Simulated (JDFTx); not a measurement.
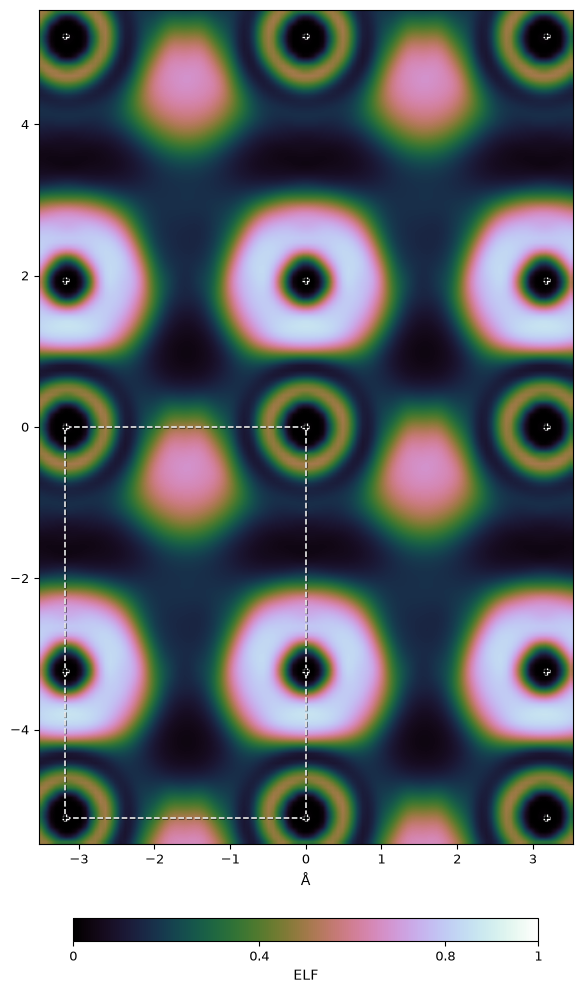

The ELF on a plane through atoms (crosses mark nuclei in the plane).

Level of theory: JDFTx 1.7.0 (patched build), Kohn-Sham DFT of a periodic cell, PBEsol, PseudoDojo-SR-PBEsol-0.4.1-standard.

Candidates:
A. Ru, a = 2.76 Å, b = 2.76 Å, c = 4.37 Å, α = 90.00°, β = 90.00°, γ = 120.00°. Space group P6₃/mmc; computed pressure about −22 GPa in this cell.
B. InP, a = 5.74 Å, b = 5.74 Å, c = 5.74 Å, α = 90.00°, β = 90.00°, γ = 90.00°. Space group F-43m; computed pressure about 6 GPa in this cell.
C. GaN, a = 3.18 Å, b = 3.18 Å, c = 5.17 Å, α = 90.00°, β = 90.00°, γ = 120.00°. Space group P6₃mc.

> Which system is this?

Candidate C: GaN on the (010) plane of the conventional cell, which holds Ga and N. Ga–N (1.94 Å): the ELF peaks at about 0.85 in the valence shell of N, 0.6 Å from its nucleus, and is about 0.45 at the midpoint.
